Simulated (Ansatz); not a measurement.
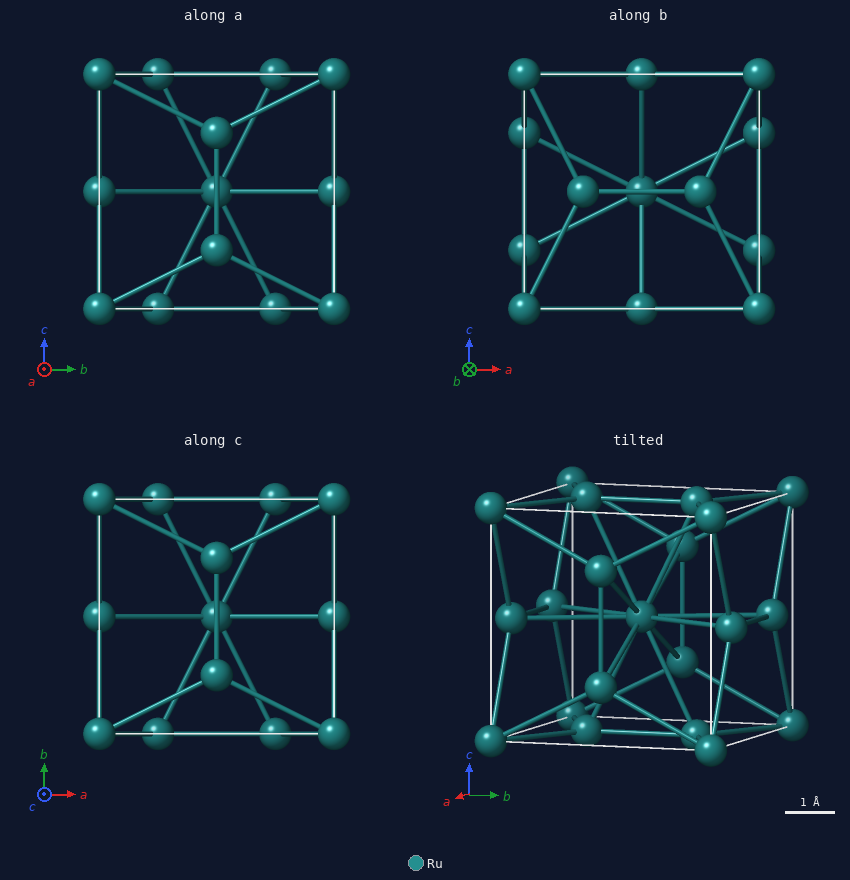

Structure drawing (ball-and-stick), viewed along the a axis, along the b axis, along the c axis and slightly off an axis. One conventional unit cell is framed, with atoms on its boundary repeated.

Lattice parameters: a = 4.811 Å, b = 4.811 Å, c = 4.811 Å, α = 90.00°, β = 90.00°, γ = 90.00°.

### Reconstruct the structure as a table of Wyckoff sites.

Space group Pm-3n (No. 223).
```json
{"atom": "Ru", "site": "2a", "x": "0.5000", "y": "0.5000", "z": "0.5000"}
{"atom": "Ru", "site": "6c", "x": "0.2500", "y": "0.0000", "z": "0.5000"}
```

Provenance: a textbook structure type filled with this element (whether it is the usual form wasn't checked). Atoms and cell were optimised with DFT r2SCAN, scalar-relativistic, plane waves, PAW (Ansatz).
